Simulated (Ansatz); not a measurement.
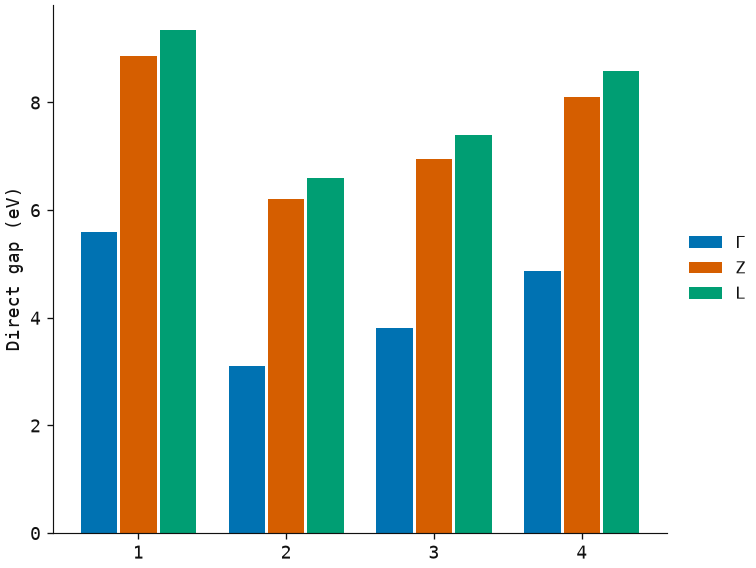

Direct gap at each named k point, by several methods on one cell of corundum-type Ga2O3, space group R-3c (No. 167), 10 atoms in the primitive cell, relaxed with r2SCAN; a = 4.985 Å, c = 13.442 Å (hexagonal axes). All runs are without spin-orbit coupling and carry no moments. In reduced coordinates of the cell that was run, Z is (0.5, 0.5, 0.5) and L is (0.5, 0, 0). The cell is at 9 GPa in PBE. The smallest gap is indirect or lies off these points.

Question: Which column is which method? They are PBE, PBE0, HSE06 and r2SCAN.

Answer: 1 is PBE0; 2 is PBE; 3 is r2SCAN; 4 is HSE06.

```csv
method,program,Γ (eV),Z (eV),L (eV)
PBE,Ansatz,3.11,6.20,6.60
r2SCAN,Ansatz,3.81,6.94,7.39
HSE06,Ansatz,4.87,8.11,8.59
PBE0,Ansatz,5.59,8.87,9.35
```

Question: Does PBE0 open these direct gaps by one amount over PBE?

Answer: The shifts are +2.48 eV at Γ, +2.67 eV at Z and +2.75 eV at L, and at points that aren't plotted +2.79 eV (F), +2.80 eV (B) and +2.76 eV (Q): over the named points that both runs hold, a spread of 0.32 eV on a mean of 2.71 eV, so one shift describes them only roughly.

Settings. PBE: Ansatz PAW set, 6×6×6 k mesh, 420 eV cutoff, Fermi-Dirac smearing of 0.02 eV (Ansatz). r2SCAN: Ansatz PAW set, 6×6×6 k mesh, 500 eV cutoff, fixed occupations (Ansatz 0.2.0). HSE06: Ansatz PAW set, 4×4×4 k mesh, 420 eV cutoff, fixed occupations (Ansatz). PBE0: Ansatz PAW set, 4×4×4 k mesh, 420 eV cutoff, fixed occupations (Ansatz 0.2.0).

The usual form of Ga2O3 is monoclinic (β). r2SCAN, HSE06 and PBE0: the PAW data sets were made with another functional. LDA, GGA and most meta-GGA functionals understate gaps. Over all k points computed the smallest gap is 2.85 eV in PBE, 3.55 eV in r2SCAN, 4.62 eV in HSE06 and 5.34 eV in PBE0, from the valence top at a point off the named ones to the conduction bottom at Γ. In reduced coordinates of the cell that was run, F is (0.5, 0.5, 0), B is (0.765, 0.5, 0.235) and Q is (0.632, 0.368, 0).
